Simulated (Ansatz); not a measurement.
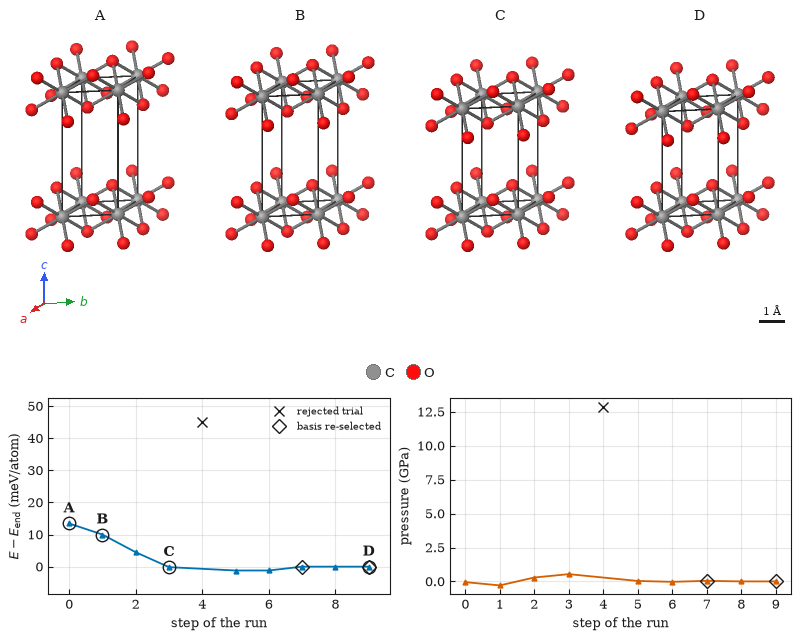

Frames of a relaxation of solid CO$_{2}$ (built on the ZrS2-164 type type), marked on the history of the run. Style: ball-and-stick. Shown: the cell of the calculation, slightly off an axis.

These are results of DFT, r2SCAN+rVV10, plane waves, PAW (Ansatz 0.2.0), not measurements. (plane-wave cutoff 500 eV; k-point mesh 12 × 12 × 4; occupations fermi dirac; smearing width 0.03 eV; no spin polarisation; cell and atoms relaxed; force threshold 0.01 eV/Å; at most 120 steps)

Question: What happens along the run?

Answer: The largest moves relative to the cell, 0.13 Å, are those of O atoms. C stays in place. Cell: a = b 2.345 → 2.349 Å (+0.2 %), c 5.353 → 4.541 Å (−15.2 %). Volume −14.9 %. The space group stays P-3m1 (No. 164). The energy falls by 13.4 meV per atom in 6 accepted moves (9 points after the start). Largest force component: 0.038 eV/Å at the start, 0.0001 eV/Å at the end. Pressure: −0.05 GPa at the start and 0.00 GPa at the end. The line search rejected the trial step at point 4 of the run. At 2 points the geometry stayed and the basis and grid were re-selected for the new cell (energy shift of 1.2 meV per atom at most each time). From step 0 to 1: O atoms move most (0.03 Å), volume −2.9 %, energy −3.4 meV per atom. From step 1 to 3: O atoms move most (0.09 Å), volume −10.1 %, energy −10.2 meV per atom. From step 3 to 9: O atoms move most (0.03 Å), volume −2.5 %, energy +0.1 meV per atom.

```tsv
step	E − E(0), meV/atom	largest force component, eV/Å	pressure, GPa	volume, Å³/atom	note
0	0.00	0.0379	-0.05	8.498	
1	-3.45	0.0811	-0.29	8.248	
2	-8.96	0.1572	0.29	7.825	
3	-13.60	0.1678	0.54	7.416	
4	31.72	1.3637	12.87	6.630	rejected
5	-14.65	0.0165	0.04	7.223	
6	-14.64	0.0036	-0.03	7.233	
7	-13.45	0.0007	0.04	7.233	same geometry, new basis
8	-13.45	0.0000	0.00	7.233	
9	-13.45	0.0001	0.00	7.233	same geometry, new basis
```
